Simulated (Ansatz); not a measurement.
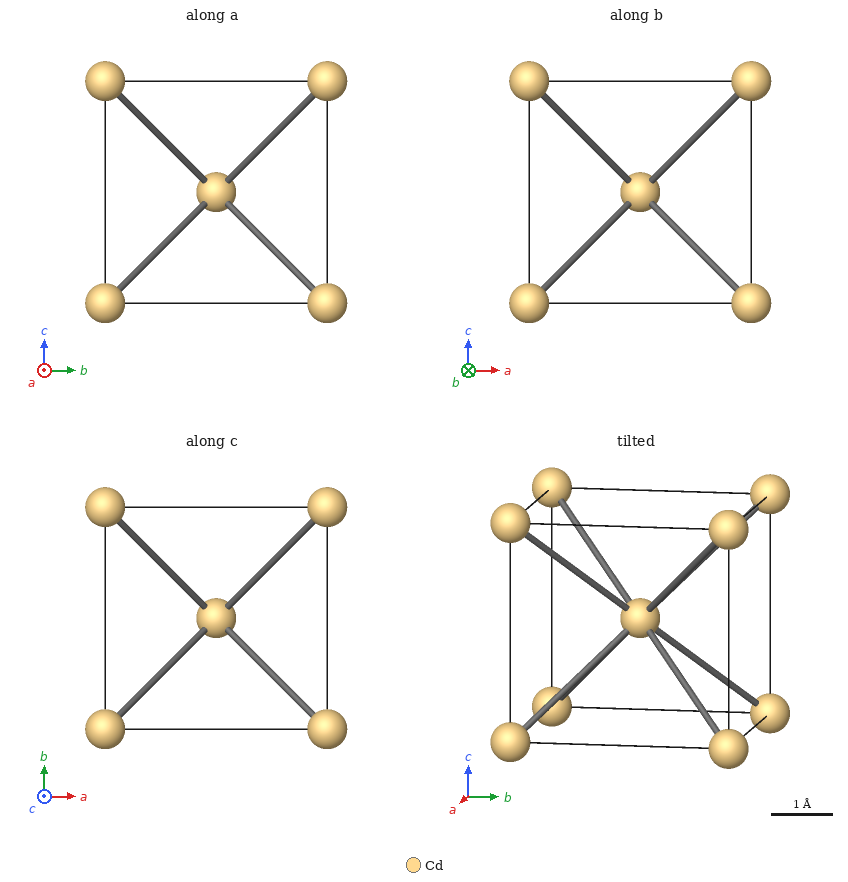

The image is a ball-and-stick drawing of a crystal, viewed along the a axis, along the b axis, along the c axis and slightly off an axis. The edges of the conventional unit cell are marked.

Lattice parameters: a = 3.688 Å, b = 3.688 Å, c = 3.688 Å, α = 90.00°, β = 90.00°, γ = 90.00°. Put a along x and b in the xy plane.

Q: Convert the drawing into a POSCAR file.

A:
```
Cd
1.0
     3.688    0.000    0.000
     0.000    3.688    0.000
     0.000    0.000    3.688
Cd
2
Direct
  0.0000 0.0000 0.0000
  0.5000 0.5000 0.5000
```

Its origin is a structure type filled with this element by a generator (whether the element takes this form wasn't checked). Earlier steps of the study may have refined or changed the cell and positions. It was the input of a calculation with Ansatz.
